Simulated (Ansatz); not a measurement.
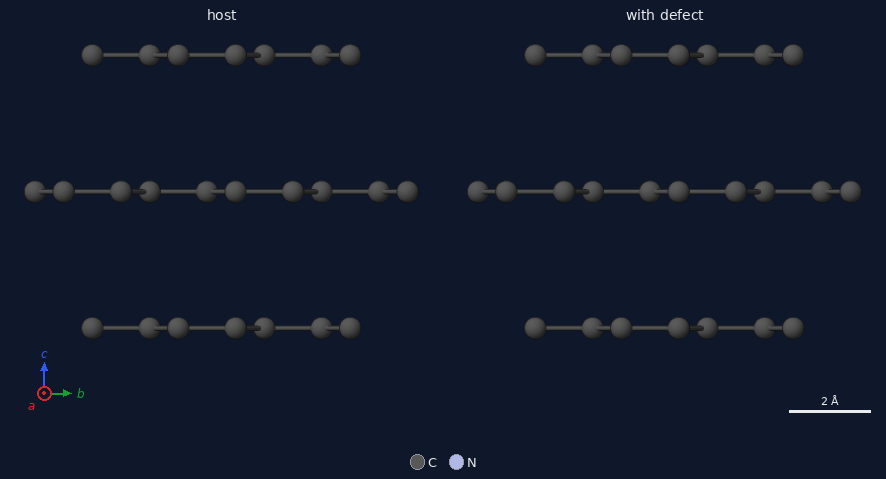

Left: perfect C. Right: the same region with one point defect, after relaxing the atoms in a supercell of 36 sites. The picture is a ball-and-stick view of the atoms within 5.4 Å of one point, in a slice 5.0 Å thick across the line of sight, seen along the a axis.

These are results of DFT, PBE, plane-wave PAW, default files, scalar-relativistic in Ansatz, not measurements. Set-up: plane-wave cutoff 420 eV; k-point mesh 3 × 3 × 3; occupations fermi dirac; smearing width 0.01 eV; collinear spin. The axes drawn are those of the host's conventional cell.

Q: Which defect is it?

A: A carbon atom is replaced by nitrogen.

The charge state of the cell is 0.

Q: How does the lattice respond?

A: In the host the C atom has 3 C at 1.43 Å; the N atom ends with 3 C at 1.42 Å. Of the host's atoms, a carbon atom moves furthest from its site, by 0.01 Å. The cell's net moment is 0.20 μB.

Limits of the set-up: the periodic images lie only 6.8 Å apart, so the values are limited by the cell's size.
